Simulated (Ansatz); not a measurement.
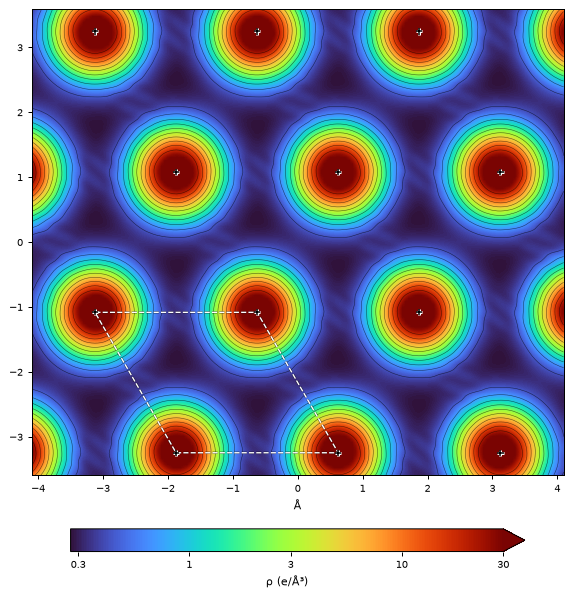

The valence charge density (pseudo) on a plane through atoms (crosses mark nuclei in the plane).

The calculation used Kohn-Sham DFT of a periodic cell, PBE, Ansatz PAW (Ansatz).

Candidates:
A. Co, a = 2.50 Å, b = 2.50 Å, c = 8.08 Å, α = 90.00°, β = 90.00°, γ = 120.00°. Space group P6₃/mmc; a structure from a database of computed crystals, not necessarily the ambient phase; spin-polarised.
B. C, a = 4.17 Å, b = 2.41 Å, c = 3.75 Å, α = 90.00°, β = 111.10°, γ = 90.00°. Space group C2/m; a structure from a database of computed crystals, not necessarily the ambient phase; computed pressure about 22 GPa in this cell.
C. HfSiO$_{4}$, a = 6.59 Å, b = 6.59 Å, c = 5.98 Å, α = 90.00°, β = 90.00°, γ = 90.00°. Space group I4₁/amd; computed pressure about 5 GPa in this cell.

Question: Which candidate gave the map?

Answer: Candidate A: Co on the (001) plane of the conventional cell, which holds Co. Co–Co (2.50 Å): ρ at the midpoint is about 0.33 e/Å³.
